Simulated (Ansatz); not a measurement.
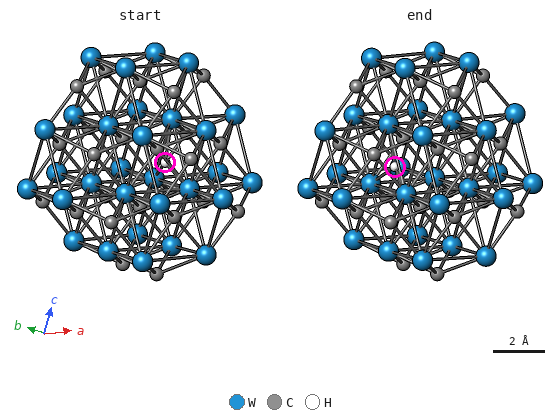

The two relaxed end points of a path for a defect cell of composition HW8C8 (17 atoms in the cell). A ball-and-stick model of the atoms within 4.7 Å of the middle of the path, seen slightly off an axis. The moving atom is ringed, with any periodic copies. Bonds to atoms that aren't drawn are left out.

Computed with DFT PBEsol, scalar-relativistic, plane waves, PAW in Ansatz 0.2.0.

Input
```yaml
crystal:
  lattice:
    - [0.0, 0.0, -5.6555137123]
    - [-2.8984787826, -5.020312516, 0.0]
    - [-2.8984787825, 5.0203125161, 0.0]
  atoms:
    - { symbol: W, position: [0.4987279803, 0.5000004537, 0.4999995517] }
    - { symbol: W, position: [0.9991739867, 0.4999995773, 0.4999988054] }
    - { symbol: W, position: [0.5000008255, 0.5008283432, 0.0004137073] }
    - { symbol: W, position: [1.0004479941, 0.4909049292, -0.0045484599] }
    - { symbol: W, position: [0.499998598, 0.9995868301, 0.4991729603] }
    - { symbol: W, position: [1.0004455717, 1.0045475414, 0.5090954177] }
    - { symbol: W, position: [0.4999991745, 0.9995864507, 0.0004137721] }
    - { symbol: W, position: [1.0004459809, 1.0045473071, -0.0045481677] }
    - { symbol: C, position: [0.2524682956, 0.1666671207, 0.8333331413] }
    - { symbol: C, position: [0.7485371125, 0.1666670894, 0.8333335254] }
    - { symbol: C, position: [0.2501367115, 0.1688838404, 0.3344417356] }
    - { symbol: C, position: [0.7476359963, 0.1710009893, 0.335500648] }
    - { symbol: C, position: [0.250137247, 0.6655595432, 0.8311171297] }
    - { symbol: C, position: [0.7476369185, 0.6645000715, 0.828999311] }
    - { symbol: C, position: [0.2501365104, 0.6655594686, 0.3344417039] }
    - { symbol: C, position: [0.7476365005, 0.6645002312, 0.3355005513] }
    - { symbol: H, position: [0.9490955759, 0.8333342785, 0.1666687856] }
basis:
  ecutwfc: 420
  xc_grid: 2
kpoints:
  mp_grid: { grid: [4, 5, 5], shift: [0.5, 0.0, 0.0] }
hamiltonian:
  xc: pbesol
scf:
  occupations: { method: gaussian, width: 0.1 }
output:
  forces: true
neb:
  images: 5
  f_tol: 0.05
  max_iterations: 70
  order_check: false
  final_atoms:
    - { symbol: W, position: [0.5008260133, 0.4999995773, 0.4999988054] }
    - { symbol: W, position: [1.0012720197, 0.5000004537, 0.4999995517] }
    - { symbol: W, position: [0.4995520059, 0.4909049292, -0.0045484599] }
    - { symbol: W, position: [0.9999991745, 0.5008283432, 0.0004137073] }
    - { symbol: W, position: [0.4995544283, 1.0045475414, 0.5090954177] }
    - { symbol: W, position: [1.000001402, 0.9995868301, 0.4991729603] }
    - { symbol: W, position: [0.4995540191, 1.0045473071, -0.0045481677] }
    - { symbol: W, position: [1.0000008255, 0.9995864507, 0.0004137721] }
    - { symbol: C, position: [0.2475317044, 0.1666671207, 0.8333331413] }
    - { symbol: C, position: [0.7514628875, 0.1666670894, 0.8333335254] }
    - { symbol: C, position: [0.2498632885, 0.1688838404, 0.3344417356] }
    - { symbol: C, position: [0.7523640037, 0.1710009893, 0.335500648] }
    - { symbol: C, position: [0.249862753, 0.6655595432, 0.8311171297] }
    - { symbol: C, position: [0.7523630815, 0.6645000715, 0.828999311] }
    - { symbol: C, position: [0.2498634896, 0.6655594686, 0.3344417039] }
    - { symbol: C, position: [0.7523634995, 0.6645002312, 0.3355005513] }
    - { symbol: H, position: [0.5509044241, 0.8333342785, 0.1666687856] }
```

Run as
```bash
ansatz run input.yaml --threads 4 --pin off --max-ram 10240MiB --backend cpu --events-out ev --progress --plain --runs-dir out
```

What barrier does the band find between them, and by what path?

The barrier is about 0.68 eV in both directions, with image 3 at the top; the ends have the same energy. The H atom travels furthest, 2.25 Å from end to end, along −a, on a straight line. At the highest image its nearest neighbour (C) is 1.69 Å away, against 1.74 Å at the start. The band converged in 3 iterations. The largest component of the band force went from 0.53 to 0.045 eV/Å. The climbing image converged on the top of the path. Its curvatures weren't checked.

Energies of the converged images:

```json
{"image": "0", "path (Å)": "0.00", "E (eV)": "0.000"}
{"image": "1", "path (Å)": "0.37", "E (eV)": "0.096"}
{"image": "2", "path (Å)": "0.73", "E (eV)": "0.441"}
{"image": "3", "path (Å)": "1.10", "E (eV)": "0.680"}
{"image": "4", "path (Å)": "1.46", "E (eV)": "0.441"}
{"image": "5", "path (Å)": "1.83", "E (eV)": "0.096"}
{"image": "6", "path (Å)": "2.20", "E (eV)": "0.000"}
```

The geometry at the top of the path:

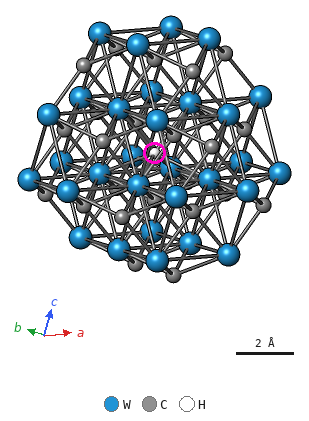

Limits of the set-up: the periodic images lie only 5.7 Å apart, so the values are limited by the cell's size.
